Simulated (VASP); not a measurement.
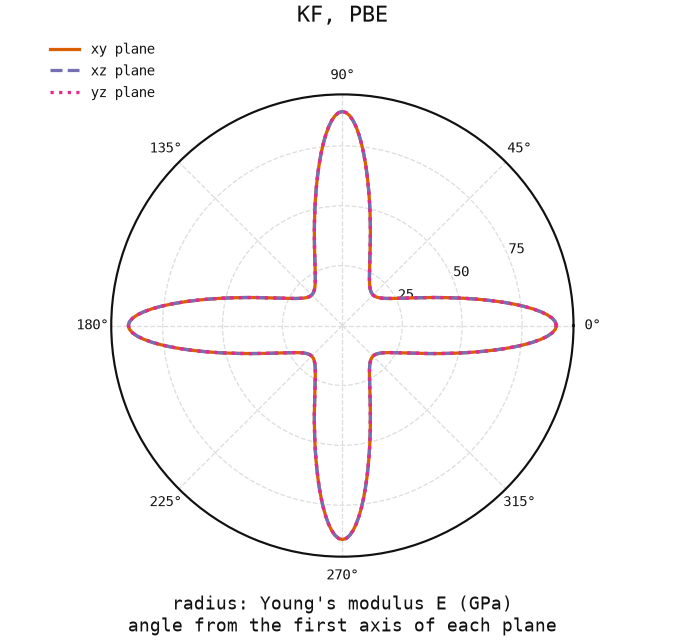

Figure. Young's modulus as a function of direction in the xy, xz and yz planes for KF, space group Pm-3m (No. 221).

The cell shown is the relaxed one, at which the result was read.

Over all directions E runs from 14.3 to 89.3 GPa, a ratio of 6.3, a strong anisotropy. E is 89.3 GPa along x, y and z alike, and 14.3 GPa along the body diagonal x + y + z. The Hill averages are K = 33.1 GPa and G = 13.8 GPa; K/G = 2.40.

How it was computed, with VASP 6.6.1: plane-wave DFT, no spin polarisation; elastic constants in Voigt order on the axes of the given cell. Level: PBE.

- k mesh: 6×6×6
- occupations: tetrahedron
- smearing width: 0.05 eV
- potentials: VASP PAW PBE potentials, materialsproject
- wave cutoff: 600 eV
- read at: relaxed cell

Structure:
```
CELL_PARAMETERS angstrom
3.25838 0.00000 0.00000
0.00000 3.25838 0.00000
0.00000 0.00000 3.25838
ATOMIC_POSITIONS crystal
K 0.00000 0.00000 0.00000
F 0.50000 0.50000 0.50000
```
